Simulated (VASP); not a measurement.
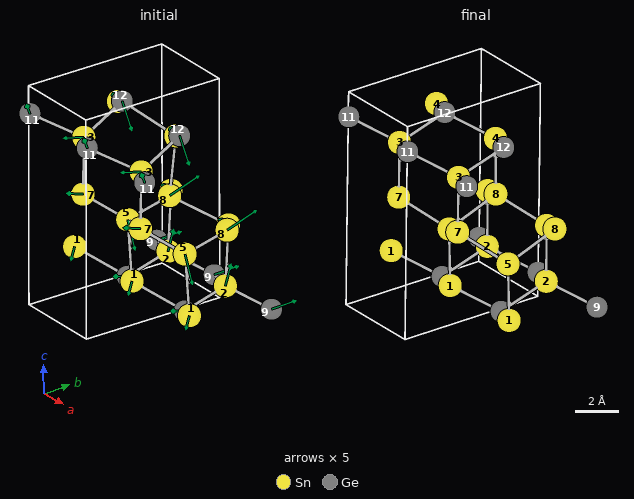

The structure of crystalline Sn$_{2}$Ge (a generated structure, set up in P1) before (left) and after (right) a relaxation, at one scale. The green arrows give the displacements (the part carried along by the change of the cell is left out), magnified 5 times.

The picture is a ball-and-stick view of the cell of the calculation, reduced to other axes, repeated 2 × 1 × 1 with one cell outlined, seen from a free direction. Lengths and directions refer to the drawn axes.

The run lets cell and atoms move.

Theory: Kohn-Sham DFT of a periodic cell, PBE, VASP PAW PBE potentials, recommended (VASP 6.6.1).

The input:
```
PREC = Normal
ENCUT = 520
EDIFF = 1E-5
ISMEAR = 0
SIGMA = 0.15
LREAL = Auto
LASPH = True
NELM = 80
ALGO = Fast
ISIF = 3
LWAVE = False
LCHARG = False
GGA = PE
IBRION = 2
NSW = 110
EDIFFG = -0.03
ISYM = 0
```

Launched with:
```bash
cat potpaw_PBE.64/Sn_d/POTCAR potpaw_PBE.64/Ge_d/POTCAR > POTCAR
mpirun -np 4 vasp_std > vasp.out
```

Question: Describe what moved and what it gained.

Answer: The largest move relative to the cell is that of a Sn atom, 0.35 Å roughly along [1 2 1]. Largest moves by element: Sn 0.35 Å, Ge 0.34 Å. Cell: a 4.551 → 4.663 Å (+2.5 %), b 7.683 → 7.647 Å (−0.5 %), c 11.275 → 10.933 Å (−3.0 %), α 90.2° → 88.6°, β 90.5° → 90.0°, γ 90.3° → 90.0°. Volume −1.1 %. Near-neighbour distances that change, for instance: Sn–Sn 2.376 → 2.840 Å, Ge–Sn 2.344 → 2.724 Å, Sn–Sn 2.459 → 2.834 Å, Ge–Sn 3.092 → 2.724 Å. Among the angles between lasting bonds that change: Sn–Ge–Ge 123.0° → 107.8°, Sn–Sn–Sn 118.7° → 106.4°, Sn–Sn–Sn 98.8° → 110.7°. The space group stays P1 (No. 1). After 45 geometry steps the energy has fallen by 4.197 eV per cell of the calculation. The largest force component goes from 6.1 to 0.025 eV/Å. The pressure goes from 3.64 to −0.10 GPa.
